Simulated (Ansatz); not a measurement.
**A series of single points on PbS**

System: PbS (Cmcm, 4 atoms in the cell).
Method: Kohn-Sham DFT of a periodic cell, LDA, spin-orbit coupling, Ansatz PAW, no spin polarisation (Ansatz 0.2.0).

The 6 runs differ only in the geometry, by an even scaling of the cell at fixed fractional positions. The structure derives from a Materials Project entry.

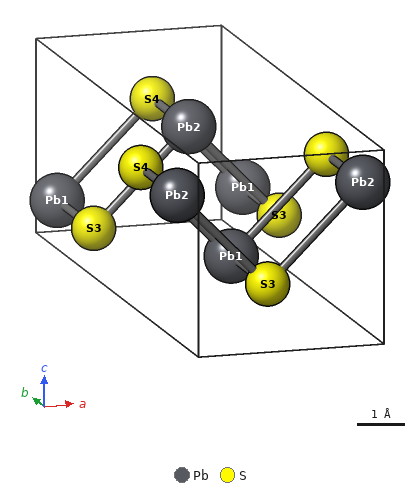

Figure 1. The structure of run 4 (ball-and-stick view of the cell 2 times as large as that of the calculation, set on its symmetry axes, seen slightly off an axis; atoms are numbered from 1 in the order of the input).

## Input of run 4
```yaml
crystal:
  lattice:
    - [2.0937276176, -6.030975484, 0.0]
    - [2.0937276176, 6.030975484, 0.0]
    - [0.0, 0.0, 4.3076616397]
  atoms:
    - { symbol: Pb, position: [0.13056335, 0.86943665, 0.25] }
    - { symbol: Pb, position: [0.86943665, 0.13056335, 0.75] }
    - { symbol: S, position: [0.35479709, 0.64520291, 0.25] }
    - { symbol: S, position: [0.64520291, 0.35479709, 0.75] }
hamiltonian:
  xc: lda
  pseudopotentials: { kind: paw_fr }
magnetization:
  noncollinear: true
  spin_orbit: true
kpoints:
  mp_grid: { grid: [7, 7, 6] }
scf:
  occupations: { method: fermi_dirac, width: 0.05 }
output:
  forces: true
  stress: true
  eigenvalues: true
```

Command:
```bash
ansatz run input.yaml --threads 2 --pin off --max-ram 5120MiB --backend cpu --events-out ev --progress --plain --runs-dir out
```

Lattice vectors (Å) and fractional positions of run 4:
```
   2.093728   -6.030975    0.000000
   2.093728    6.030975    0.000000
   0.000000    0.000000    4.307662
Pb  0.130563  0.869437  0.250000
Pb  0.869437  0.130563  0.750000
S   0.354797  0.645203  0.250000
S   0.645203  0.354797  0.750000
```

Run 3 differs from it as follows:
```diff
-    - [2.0937276176, -6.030975484, 0.0]
-    - [2.0937276176, 6.030975484, 0.0]
-    - [0.0, 0.0, 4.3076616397]
+    - [2.079952695, -5.991296865, 0.0]
+    - [2.079952695, 5.991296865, 0.0]
+    - [0.0, 0.0, 4.27932094]
```

## Results, with one run withheld

```tsv
run	volume per atom (Å³)	free energy per atom, from the lowest run given (meV)	pressure (GPa)	gap on the mesh (eV)
1	25.064	0.00	−0.44	0.78
2	26.130	10.90	−2.74	0.87
3	26.664	?	?	?
4	27.197	35.47	−4.57	0.95
5	27.730	51.96	−5.33	0.97
6	28.263	70.83	−6.00	0.97
```

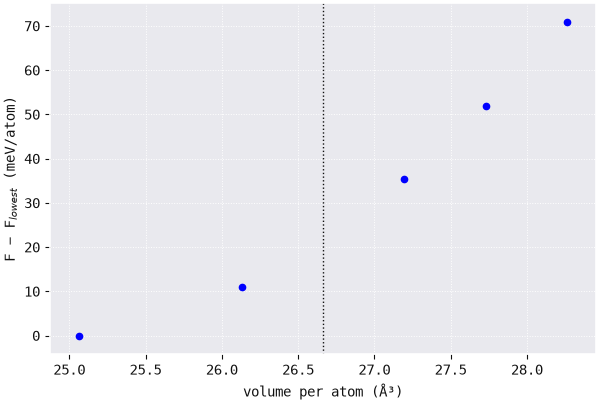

Figure 2. Free energy per atom of the runs given; the dotted line marks run 3.

What should run 3 give?

A cubic polynomial in V^(−2/3) (the Birch–Murnaghan form), fitted to the 5 runs given, misses them by under 0.01 meV per atom. With x = V^(−2/3) − 0.11157 Å⁻², it reads F = 25.759 − 8989.6 x + 7.676e+05 x² + 1.5898e+06 x³ (meV per atom). At run 3 it gives 21.68 meV per atom, and the run itself gives 21.67. The slope of the fit gives a pressure −dF/dV of −3.71 GPa there, and the run prints −3.71 GPa. The fit has no minimum inside this range. The gap on the mesh goes, without turning, from 0.78 eV in run 1 to 0.97 eV in run 6; run 3 has 0.91 eV. These are gaps of this functional on this mesh, which can miss the band edges; they aren't the measured gap.

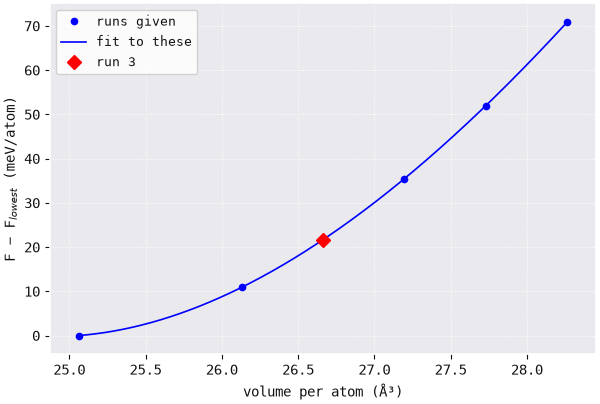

Figure 3. The fit and the withheld run.

## Output, shortened to warnings, some set-up lines, iterations and results (run 3)
```
Basis set: ecut = 420 eV, 2077 PW (Γ)
Symmetry: 8 space group operations + 8 with time reversal
k-points: 64 of 294
Initial density: superposition of atomic densities (chi_scale 0.1, normalization cell, long waves kept (reshape's long-wave potential 0.01 eV rms))
[...]
SCF iter   1: F=—  HF=-25019.488998 eV  |F-HF|=—  |Δ(HF+E_count)|=         —  Δρ=2.65e-2  dr2=1.58e0  dr2_m=0.00e0 (ungated)  ethr=3.10e-3  |M|=0.00e0 ∫|m|=0.00e0 μB  …
SCF iter   2: F=—  HF=-25019.173096 eV  |F-HF|=—  |Δ(HF+E_count)|=   3.16e-1  Δρ=1.56e-2  dr2=4.79e-1  dr2_m=0.00e0 (ungated)  ethr=3.10e-3  |M|=0.00e0 ∫|m|=0.00e0 μB  …
SCF iter   3: F=—  HF=-25019.055268 eV  |F-HF|=—  |Δ(HF+E_count)|=   1.18e-1  Δρ=5.20e-3  dr2=2.07e-2  dr2_m=0.00e0 (ungated)  ethr=1.20e-3  |M|=0.00e0 ∫|m|=0.00e0 μB  …
SCF iter   4: F=—  HF=-25019.053948 eV  |F-HF|=—  |Δ(HF+E_count)|=   1.32e-3  Δρ=5.85e-4  dr2=5.66e-4  dr2_m=0.00e0 (ungated)  ethr=5.16e-5  |M|=0.00e0 ∫|m|=0.00e0 μB  …
SCF iter   5: F=—  HF=-25019.053939 eV  |F-HF|=—  |Δ(HF+E_count)|=   9.19e-6  Δρ=1.58e-4  dr2=2.41e-5  dr2_m=0.00e0 (ungated)  ethr=1.41e-6  |M|=0.00e0 ∫|m|=0.00e0 μB  …
SCF iter   6: F=—  HF=-25019.053961 eV  |F-HF|=—  |Δ(HF+E_count)|=   2.21e-5  Δρ=3.95e-5  dr2=1.64e-6  dr2_m=0.00e0 (ungated)  ethr=6.03e-8  |M|=0.00e0 ∫|m|=0.00e0 μB  …
SCF iter   7: F=-25019.053962 eV  HF=-25019.053962 eV  |F-HF|=6.30e-9  |Δ(HF+E_count)|=   4.95e-7  Δρ=7.01e-6  dr2=6.92e-8  dr2_m=0.00e0 (ungated)  ethr=2.50e-10  |M|=0.00e0 …
SCF 1 converged in 7 iterations: F = -25019.053962 eV  dr2 = 6.92e-8
SCF converged after 7 iterations
Magnetization: |M| = 0.0000 μB,  M = (+0.0000, +0.0000, +0.0000) μB
Absolute magnetization: 0.0000 μB (∫|m|)
  site 0: m = (+0.0000, +0.0000, +0.0000) μB, |m| = 0.0000 μB  (R = 1.11 Å)
  site 1: m = (+0.0000, +0.0000, +0.0000) μB, |m| = 0.0000 μB  (R = 1.11 Å)
  site 2: m = (+0.0000, +0.0000, +0.0000) μB, |m| = 0.0000 μB  (R = 1.11 Å)
  site 3: m = (+0.0000, +0.0000, +0.0000) μB, |m| = 0.0000 μB  (R = 1.11 Å)
Free energy (F): -25019.053962 eV
Harris-Foulkes:  -25019.053962 eV  (|F-HF|=6.30e-9)
Internal energy: -25019.053955 eV  (E = F + TS)
E sigma→0 (E₀):  -25019.053958 eV
Entropy (-TS):   -0.000006 eV (-0.002 meV/atom)
Fermi energy:    7.526104 eV
--- Per-component energies (eV) ---
  E_band       = -133.407684
  E_kinetic    = 788.985334
  E_local      = -2535.281751  (includes V_loc(G=0)·N_el)
  E_nonlocal   = 768.840095
  E_hartree    = 983.258040
  E_xc         = -630.185361
  E_vxc        = -441.703981  (∫ρ·V_xc dr)
  E_paw        = -21415.639276  (= ΣΔE_a)
  E_vpaw       = -680.761797  (= ΣTr[D̂ρ^β])
  E_aug_tail   = 0.000090  (compensation charges beyond the density's cutoff)
  E_ewald      = -2979.245620
  E_core_change = 0.214494  (= ΣΔE_core)
  E_smearing   = -0.000006  (= −TS)
  E_closure    = 0.000000  (closes the sum)
  Σ components = -25019.053962   (vs F -25019.053962, Δ=0.00e0)
--- Forces (eV/Å), atoms counted from 1 ---
  atom   1  Pb     0.00000000    -0.17009481     0.00000000
  atom   2  Pb     0.00000000     0.17009481     0.00000000
  atom   3  S      0.00000000     0.12951694     0.00000000
  atom   4  S      0.00000000    -0.12951694     0.00000000
  max |Σ_I F_I| component: 2.78e-17 eV/Å
--- Stress (GPa, compression-positive) ---
       -3.592506       0.000000       0.000000
        0.000000      -3.583147       0.000000
        0.000000       0.000000      -3.947935
  P = ⅓ Tr σ = -3.7079 GPa (-37.079 kbar)
```
